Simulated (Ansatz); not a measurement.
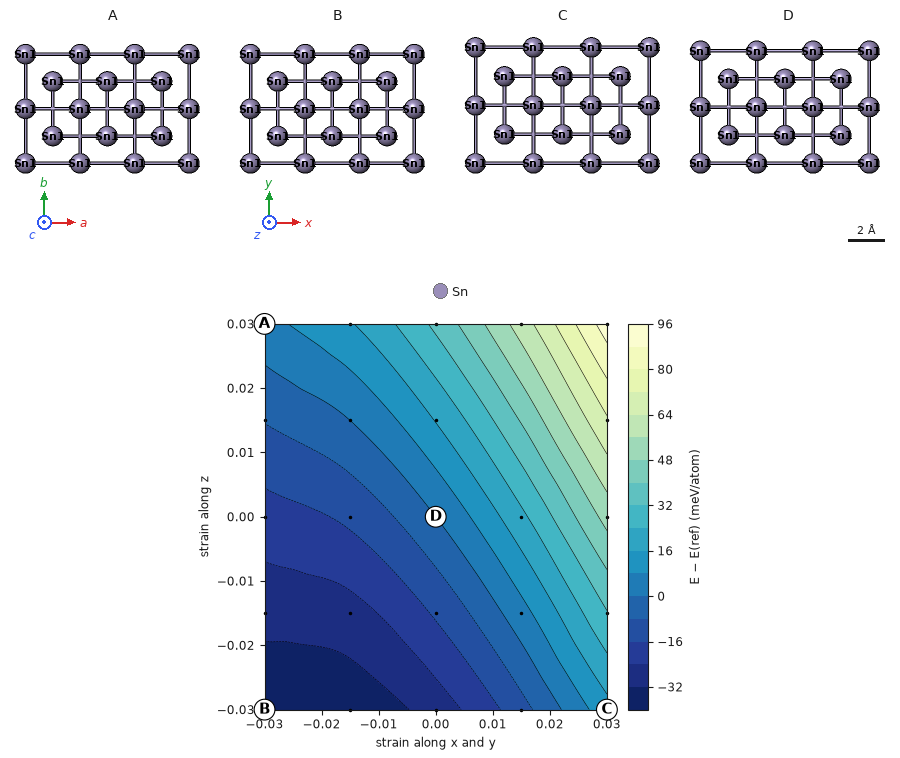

Energy scan for a crystal of Sn (I4/mmm), in which the cell is strained equally along x and y and separately along z, with the atoms kept at their fractional coordinates. x, y and z are the Cartesian axes of the input. The map is interpolated between the computed points (dots). The lettered frames are marked on it. Style: ball-and-stick. Shown: the conventional cell (2 times the calculation's cell), repeated 3 × 2 × 1 with one cell outlined, along the c axis. Lengths and directions refer to the drawn axes.

Theory: Ansatz, DFT PBEsol, scalar-relativistic, plane waves, PAW. Settings: plane-wave cutoff 420 eV; k-point mesh 20 × 20 × 20; occupations gaussian; smearing width 0.15 eV; no spin polarisation. Energies (free energies at the smearing named) are counted from the cell as listed in its source, which wasn't relaxed.

### Where is the lowest point of the map, and what else does it tell?

In pairs of (strain along x and y; strain along z): the lowest computed point lies at (−0.015, −0.030) (−37.6 meV/atom), the highest at (0.030, 0.030) (92.1 meV/atom). It lies on the edge of the grid, so the true minimum may be outside the range scanned. The pressure runs from −6.4 GPa at (0.030, 0.030) to −0.2 GPa at (−0.030, −0.030). The frames lie at A (−0.030, 0.030): 5.4 meV/atom, B (−0.030, −0.030): −37.4 meV/atom, C (0.030, −0.030): 13.0 meV/atom, D (0.000, 0.000): 0.0 meV/atom.
